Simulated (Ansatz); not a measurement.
System: SnO₂, space group R-3m (No. 166).

Starting cell:
```yaml
crystal:
  lattice:
    - [0.00000, 3.70617, 4.35495]
    - [-3.20964, -1.85309, 4.35495]
    - [3.20964, -1.85309, 4.35495]
  atoms:
    - { symbol: Sn, position: [0.50000, 0.50000, 0.50000] }
    - { symbol: Sn, position: [0.50000, 0.00000, 0.00000] }
    - { symbol: Sn, position: [0.00000, 0.00000, 0.50000] }
    - { symbol: Sn, position: [0.00000, 0.50000, 0.00000] }
    - { symbol: O, position: [0.24125, 0.24125, 0.24125] }
    - { symbol: O, position: [0.24125, 0.74125, 0.74125] }
    - { symbol: O, position: [0.74125, 0.74125, 0.24125] }
    - { symbol: O, position: [0.74125, 0.24125, 0.74125] }
    - { symbol: O, position: [0.75875, 0.75875, 0.75875] }
    - { symbol: O, position: [0.75875, 0.25875, 0.25875] }
    - { symbol: O, position: [0.25875, 0.25875, 0.75875] }
    - { symbol: O, position: [0.25875, 0.75875, 0.25875] }
```

Computed with Ansatz 0.2.0: one atom of a crystal moved along a line, all else fixed, by plane-wave density functional theory with PAW datasets, free energies less that of the undisturbed cell, pressure positive in compression; scalar-relativistic. Level: r2SCAN, no spin polarisation.

```
       setting                              value
   wave cutoff                             500 eV
        k mesh                              6×6×6
   occupations                           Gaussian
smearing width                            0.05 eV
       k shift             (0, 0, 0) (mesh steps)
         start                            relaxed
    moved atom                                  5
     direction  (0, 0, 1) (Cartesian unit vector)
```

What does the calculation give for the energy change, force along the direction (sum over moved atoms) and pressure against displacement? The displacement takes the values −0.2000, −0.1333, −0.0667, 0.0000, 0.0667, 0.1333, 0.2000 Å.

The energy rises on both sides of the starting structure, which is therefore a minimum along this path. The energy change is 0.2434 eV/cell at displacement −0.2000 Å and 0.2297 eV/cell at 0.2000 Å; the lowest computed point is at displacement 0.0000 Å (0.0000 eV/cell). The force along the direction (sum over moved atoms) falls from 2.44 eV/Å at displacement −0.2000 Å to −2.24 eV/Å at 0.2000 Å, and changes sign near 0.000 Å. The pressure falls from 2.771 GPa at displacement −0.2000 Å to −1.970 GPa at 0.2000 Å, and changes sign near 0.002 Å.

```tsv
displacement (Å)	energy change (eV/cell)	force along the direction (sum over moved atoms) (eV/Å)	pressure (GPa)
-0.2000	0.2434	2.44	2.771
-0.1333	0.1079	1.62	1.774
-0.0667	0.0269	0.81	0.855
0.0000	0.0000	0.00	0.017
0.0667	0.0262	-0.78	-0.734
0.1333	0.1035	-1.53	-1.397
0.2000	0.2297	-2.24	-1.970
```

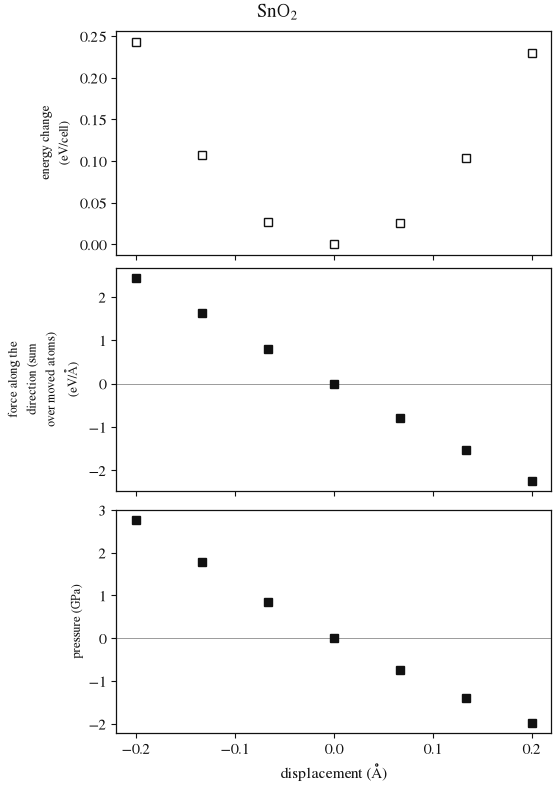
